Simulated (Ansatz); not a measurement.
**Al: band-structure calculation**

- system: Al (Fd-3m, 2 atoms in the cell)
- method: DFT, LDA, PAW with Ansatz's default frozen-core files, scalar-relativistic, no spin polarisation (Ansatz 0.2.0)

It belongs to a series of runs on one base structure; here: functional lda, PAW files. Figures and captions count atoms from 1; the log counts them from 0 in places.

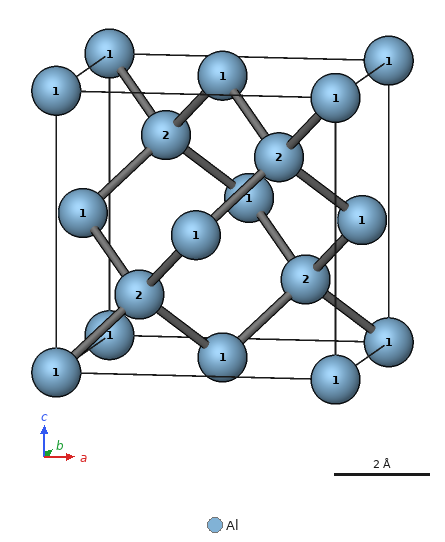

The structure as given in the input (ball-and-stick view of the cell 4 times as large as that of the calculation, set on its symmetry axes, seen slightly off an axis; atoms are numbered from 1 in the order of the input).

Results in brief:

```json
{"quantity": "outcome", "value": "converged"}
{"quantity": "space group (tolerance 0.01 Å)", "value": "Fd-3m (227)"}
{"quantity": "electrons treated", "value": "6"}
{"quantity": "free energy", "value": "−1024.1473 eV"}
{"quantity": "Fermi energy", "value": "2.589 eV"}
{"quantity": "pressure", "value": "−1.84 GPa"}
{"quantity": "field gradient V_zz (10²¹ V/m²)", "value": "zero at all sites"}
{"quantity": "electronic character", "value": "metal"}
{"quantity": "largest force (length of the vector)", "value": "under 0.001 eV/Å"}
{"quantity": "hardware", "value": "1 thread of an x86-64 CPU, shared host"}
{"quantity": "wall time", "value": "1.6 s"}
{"quantity": "peak memory", "value": "0.32 GiB"}
```

The input:
```yaml
crystal:
  lattice:
    - [0.0, 3.0233478945, 3.0233478945]
    - [3.0233478945, 0.0, 3.0233478945]
    - [3.0233478945, 3.0233478945, 0.0]
  atoms:
    - { symbol: Al, position: [0.0, 0.0, 0.0] }
    - { symbol: Al, position: [0.25, 0.25, 0.25] }
kpoints:
  mp_grid: { grid: [9, 9, 9] }
  band_path:
    path:
      - [0.0, 0.0, 0.0]
      - [0.5, 0.0, 0.5]
      - [0.625, 0.25, 0.625]
      - [0.375, 0.375, 0.75]
      - [0.0, 0.0, 0.0]
      - [0.5, 0.5, 0.5]
      - [0.5, 0.25, 0.75]
      - [0.5, 0.0, 0.5]
    npoints: 5
scf:
  occupations: { method: fermi_dirac, width: 0.08 }
hamiltonian:
  xc: lda
  pseudopotentials: { kind: paw }
output:
  forces: true
  stress: true
  eigenvalues: true
  efg: { contact_densities: true }
  write_density: true
  write_potential: true
  elf: true
  volumetric_format: npy
```

Launch command:
```bash
ansatz run input.yaml --threads 1 --pin off --max-ram 2048MiB --backend cpu --events-out ev --progress --plain --runs-dir out
```

What the program printed:
```
Engine: ansatz 0.2.0, x86_64-unknown-linux-gnu
Pseudopotentials: kind: paw
Pseudopotential: Al, paw, valence charge 3, recommended cutoff 420 eV (normal), Al.paw.azcp
Functional definition: SPW92
  exchange = slater_x
  correlation = pw_c
Crystal: 2 atoms, lattice volume = 55.271 Å³
Basis set: ecut = 420 eV, 1067 PW (Γ)
Bands: 7, of which v1, the nominal top of the filled ones, is band 3 counted from 1 (2 counted from 0)
Symmetry: 48 space group operations
Space group: Fd-3m (ITA 227), of the structure as read, at distance tolerance 3.8e-5 Å
k-points: 35 of 729
Non-local potential: Al, projectors of the file, l = 0: 2, l = 1: 2, l = 2: 1
PAW form: soft (Blöchl's): semilocal exchange-correlation on the pseudo side does not see the compensation charge
PAW frozen core: Al, regenerated for the run's functional, and the local potential with it (the file was generated under x = pbe(κ = 0.804, μ = 0.2195149727645171), c = pbe(β = 0.06672455060314922))
PAW one-centre angular grid: Al, 110 points (default); XC on 64 Gauss nodes
Initial density: superposition of atomic densities (neutral atoms: chi_scale 0, normalization atom), corrected by the library's trained network
Initial wavefunctions: pseudopotential atomic-orbital guess
Functional: x = slater, c = lda
SCF iter   1: F=—  HF=-1024.147740 eV  |F-HF|=—  |Δ(HF+E_count)|=         —  Δρ=2.31e-3  dr2=2.86e-3  ethr=1.77e-3  ⟨swp⟩=5.5  Hψ=2253  notcnv=0
preconditioner: auto → none  [metal: Δε(μ)=0.071 eV  Ē_g=6.868 eV  σ=0.080 eV  W_gap=0.22  n_scr=8 (ndim 8)  ℏωp=12.2 eV  f_vac=0.000  D(μ)=1.58/eV (n_scr^D=14)  sad-step TF]
SCF iter   2: F=—  HF=-1024.147397 eV  |F-HF|=—  |Δ(HF+E_count)|=   3.42e-4  Δρ=1.41e-3  dr2=1.10e-3  ethr=4.77e-5  ⟨swp⟩=1.0  Hψ=525  notcnv=0
SCF iter   3: F=—  HF=-1024.147312 eV  |F-HF|=—  |Δ(HF+E_count)|=   8.55e-5  Δρ=7.23e-5  dr2=2.86e-6  ethr=1.83e-5  ⟨swp⟩=2.1  Hψ=344  notcnv=0
SCF iter   4: F=—  HF=-1024.147312 eV  |F-HF|=—  |Δ(HF+E_count)|=   1.38e-7  Δρ=1.15e-5  dr2=1.17e-7  ethr=4.77e-8  ⟨swp⟩=2.2  Hψ=354  notcnv=0
iter 5 did not close the SCF: its close was put off for the readings that it lacked (scf_convergence_deferred on its scf_iter line)
SCF iter   5: F=-1024.147312 eV  HF=-1024.147312 eV  |F-HF|=4.27e-10  |Δ(HF+E_count)|=   3.65e-8  Δρ=1.73e-6  dr2=1.82e-9  ethr=1.95e-9  ⟨swp⟩=2.0  Hψ=349  notcnv=0
SCF iter   6: F=-1024.147312 eV  HF=-1024.147312 eV  |F-HF|=9.09e-13  |Δ(HF+E_count)|=  2.75e-10  Δρ=6.77e-8  dr2=2.62e-12  ethr=3.04e-11  ⟨swp⟩=4.6  Hψ=1038  notcnv=0
SCF 1 converged in 6 iterations: F = -1024.147312 eV  dr2 = 2.62e-12
  greatest PAW one-centre occupation: 0.504 electrons in one spin orbital (limit 2), on the Al atom at site 1 (counted from 0), in its partial waves of l = 0
NSCF: frozen V_eff on 36 k-points
SCF converged after 6 iterations
Free energy (F): -1024.147312 eV
Harris-Foulkes:  -1024.147312 eV  (|F-HF|=9.09e-13)
Internal energy: -1024.113955 eV  (E = F + TS)
E sigma→0 (E₀):  -1024.130633 eV
Entropy (-TS):   -0.033357 eV (-16.678 meV/atom)
Fermi energy:    2.589132 eV
--- Per-component energies (eV) ---
  E_band       = -3.373794
  E_kinetic    = 39.764024
  E_local      = -16.153551  (includes V_loc(G=0)·N_el)
  E_nonlocal   = 23.495540
  E_hartree    = 5.599083
  E_xc         = -74.889092
  E_vxc        = -53.597562  (∫ρ·V_xc dr)
  E_paw        = -886.587943  (= ΣΔE_a)
  E_vpaw       = -8.080397  (= ΣTr[D̂ρ^β])
  E_aug_tail   = -0.000008  (compensation charges beyond the density's cutoff)
  E_ewald      = -115.453442
  E_core_change = 0.111433  (= ΣΔE_core)
  E_smearing   = -0.033357  (= −TS)
  E_closure    = -0.000000  (closes the sum)
  Σ components = -1024.147312   (vs F -1024.147312, Δ=0.00e0)
--- Forces (eV/Å), atoms counted from 1 ---
  atom   1  Al    -0.00000000     0.00000000    -0.00000000
  atom   2  Al     0.00000000    -0.00000000     0.00000000
  max |Σ_I F_I| component: 1.85e-17 eV/Å
--- Stress (GPa, compression-positive) ---
       -1.841546      -0.000000       0.000000
       -0.000000      -1.841546      -0.000000
       -0.000000       0.000000      -1.841546
  P = ⅓ Tr σ = -1.8415 GPa (-18.415 kbar)
--- PAW observables at the nuclei: V_zz in 10²¹ V/m², potentials from the cell's mean, atoms counted from 1 ---
  atom   1  Al V_zz =    -0.000000   η = 0.0000   by run symmetry: forbidden
            electrostatic potential = -1224.469143 V   contact ρ = 9990.927012 e/Å³
  atom   2  Al V_zz =    -0.000000   η = 0.0000   by run symmetry: forbidden
            electrostatic potential = -1224.469143 V   contact ρ = 9990.927012 e/Å³
--- Band table (eV; the first three rows and the last of 35) ---
  k-point 0: bands = ["-5.2716", "4.6692", "4.6692", "4.6692", "6.5078", "6.5078", "6.5078"]
  k-point 1: bands = ["-5.1364", "3.5143", "4.4549", "4.4549", "6.5331", "6.8176", "6.8176"]
  k-point 2: bands = ["-4.7380", "1.7601", "4.0939", "4.0939", "6.1895", "7.2241", "7.2241"]
  k-point 34: bands = ["-2.1241", "-1.1554", "1.0395", "1.6011", "7.3791", "7.4029", "8.1740"]
```

File rho_z.tsv:
```
# z_ang	rho[e/angstrom^3]
# format = ansatz-planar-average/11
# lattice	0.000000000	3.023347895	3.023347895
# lattice	3.023347895	0.000000000	3.023347895
# lattice	3.023347895	3.023347895	0.000000000
# sites	2
# site	13	0.000000000	0.000000000	0.000000000
# site	13	1.511673947	1.511673947	1.511673947
0.000000	1.369240e-1
0.142522	1.461036e-1
0.285044	1.530759e-1
0.427566	1.571040e-1
0.570088	1.579175e-1
0.712610	1.554836e-1
0.855132	1.499241e-1
0.997654	1.417247e-1
1.140176	1.318515e-1
1.282698	1.214839e-1
1.425220	1.117198e-1
1.567742	1.033756e-1
1.710264	9.664097e-2
1.852786	9.104121e-2
1.995308	8.596420e-2
2.137830	8.116400e-2
2.280352	7.686087e-2
2.422874	7.350269e-2
2.565396	7.148645e-2
2.707918	7.106837e-2
2.850440	7.230718e-2
2.992962	7.503582e-2
3.135484	7.892356e-2
3.278006	8.352505e-2
3.420528	8.846454e-2
3.563050	9.374194e-2
3.705572	9.982560e-2
3.848094	1.073399e-1
3.990616	1.164652e-1
4.133138	1.266571e-1
```

File v_z.tsv:
```
# z_ang	v_es[eV]	v_tot[eV]
# format = ansatz-planar-average/11
# xc	lda
# density_cutoff_ev	1680
# datasets	Al=:simpson_from_first_knot:soft:shift=-2310594
# lattice	0.000000000	3.023347895	3.023347895
# lattice	3.023347895	0.000000000	3.023347895
# lattice	3.023347895	3.023347895	0.000000000
# sites	2
# site	13	0.000000000	0.000000000	0.000000000
# site	13	1.511673947	1.511673947	1.511673947
0.000000	-3.830965e-1	-9.680973e0
0.142522	-1.080674e0	-1.054013e1
0.285044	-1.734674e0	-1.129346e1
0.427566	-2.171600e0	-1.178156e1
0.570088	-2.265833e0	-1.188588e1
0.712610	-1.990078e0	-1.157978e1
0.855132	-1.424151e0	-1.094013e1
0.997654	-7.269841e-1	-1.011425e1
1.140176	-6.322039e-2	-9.253611e0
1.282698	4.880088e-1	-8.432534e0
1.425220	9.668145e-1	-7.616937e0
1.567742	1.471283e0	-6.733075e0
1.710264	2.089651e0	-5.737361e0
1.852786	2.860275e0	-4.637586e0
1.995308	3.723951e0	-3.513000e0
2.137830	4.540137e0	-2.494417e0
2.280352	5.177263e0	-1.700652e0
2.422874	5.593012e0	-1.172861e0
2.565396	5.813530e0	-8.878477e-1
2.707918	5.857462e0	-8.306792e-1
2.850440	5.725770e0	-1.001695e0
2.992962	5.411784e0	-1.404364e0
3.135484	4.886174e0	-2.064624e0
3.278006	4.147685e0	-2.981820e0
3.420528	3.288202e0	-4.070828e0
3.563050	2.457046e0	-5.197257e0
3.705572	1.762024e0	-6.250206e0
3.848094	1.209692e0	-7.187256e0
3.990616	7.306152e-1	-8.028920e0
4.133138	2.264058e-1	-8.838112e0
```

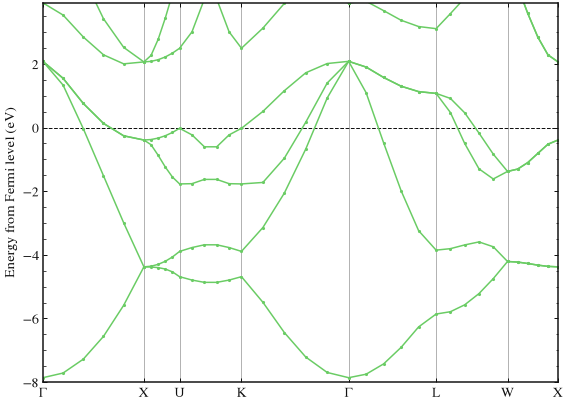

Band structure along Γ–X–U–K–Γ–L–W–X, with energies from the Fermi level. Bands cross the Fermi level: a metal at this level of theory.

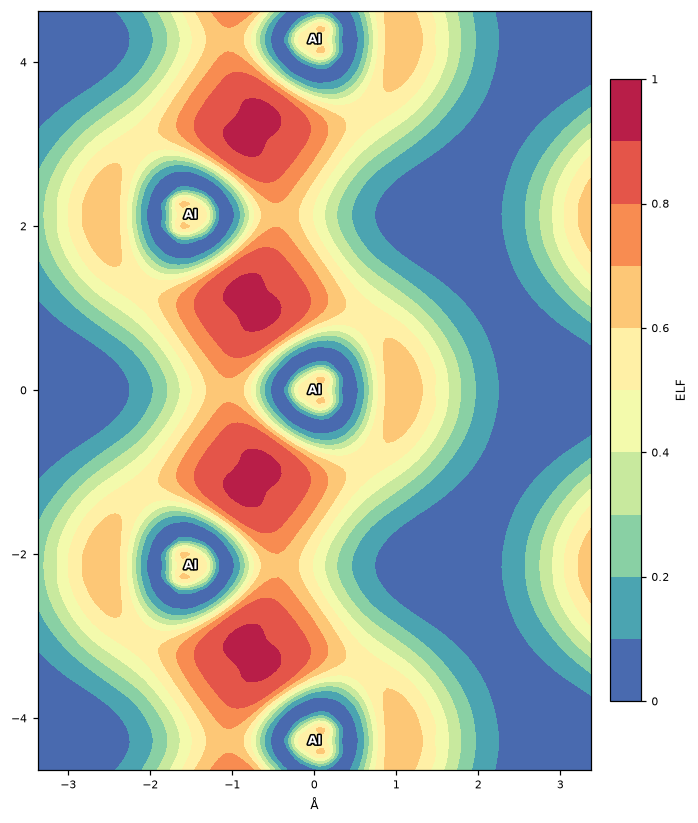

ELF on the (110) plane of the conventional cell. The section cuts through Al sites. The fields are those of the smooth PAW valence density.

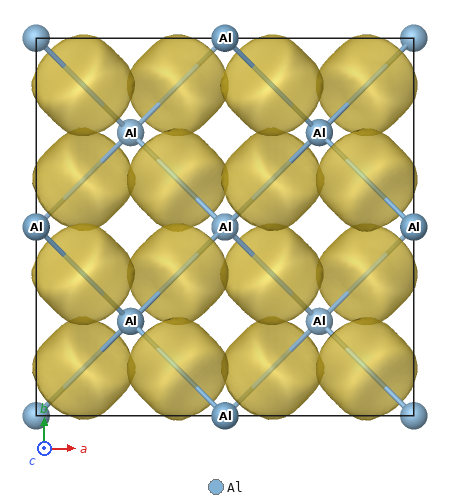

Isosurface of the ELF at 0.75 (yellow), seen along the c axis. Only the valence region is drawn (cores and ρ < 0.01 e/Å³ removed). Sticks mark near contacts. The outline is the cell set on symmetry axes. Values along the shortest contacts: Al–Al (2.62 Å): the ELF peaks at about 0.90 between the atoms, which marks localised, shared-pair bonding.
